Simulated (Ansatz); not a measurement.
A structure file:

```xyz
2
Lattice="2.7248 0.0000 0.0000 -1.3624 2.3597 0.0000 0.0000 0.0000 4.3848" Properties=species:S:1:pos:R:3 pbc="T T T"
Rh    1.3624    0.7866    1.0962
Rh    0.0000    1.5732    3.2886
```

### Before looking at a picture, describe the arrangement of atoms.

The element is rhodium. Space group P6_3/mmc (No. 194), lattice primitive hexagonal. Prototype: hexagonal close-packed (Mg type). The cell holds two atoms. The neighbours of Rh are twelve Rh in an anticuboctahedral arrangement at 2.70 to 2.72 Å. The bonds build a three-dimensional framework.

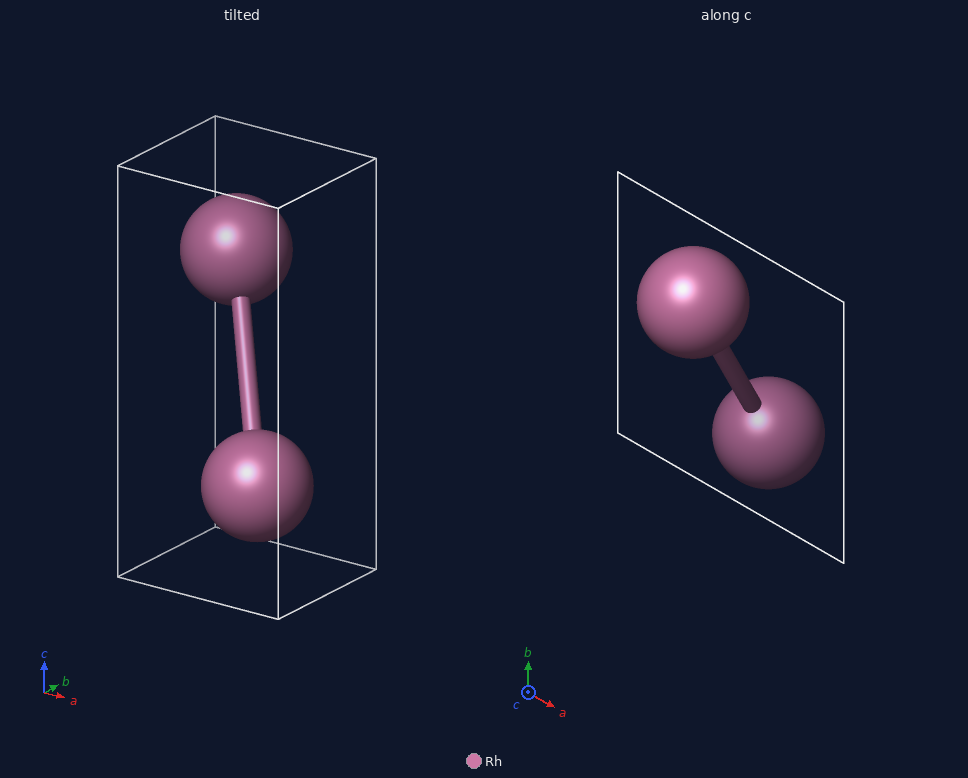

View slightly off an axis and along the c axis, drawn as a ball-and-stick model. The conventional unit cell is outlined; an atom on or near a face, edge or corner is repeated at each equivalent position.

Its origin is a structure listed in the Materials Project. Earlier steps of the study may have refined or changed the cell and positions. It was run through Ansatz as a DFT input.
